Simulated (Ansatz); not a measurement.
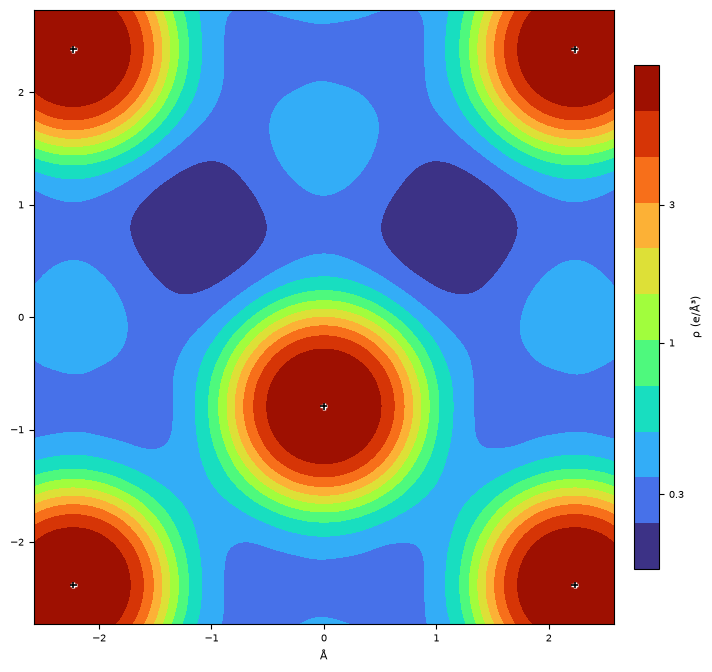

The valence charge density (pseudo) on a plane through atoms (crosses mark nuclei in the plane).

Theory: Ansatz, Kohn-Sham DFT of a periodic cell, LDA, Ansatz PAW.

Candidates:
A. Bi, a = 4.44 Å, b = 4.44 Å, c = 11.57 Å, α = 90.00°, β = 90.00°, γ = 120.00°. Space group R-3m; not relaxed (largest force 0.3 eV/Å).
B. Ir, a = 2.75 Å, b = 2.75 Å, c = 4.46 Å, α = 90.00°, β = 90.00°, γ = 120.00°. Space group P6₃/mmc; a structure from a database of computed crystals, not necessarily the ambient phase; computed pressure about −18 GPa in this cell.
C. Te, a = 4.36 Å, b = 4.36 Å, c = 5.80 Å, α = 90.00°, β = 90.00°, γ = 120.00°. Space group P3₁21; not relaxed (largest force 0.4 eV/Å).

Q: Which candidate gave the map?

A: Candidate B: Ir on the (110) plane of the conventional cell, which holds Ir. Ir–Ir (2.74 Å): the density is about 0.44 e/Å³ at the midpoint.
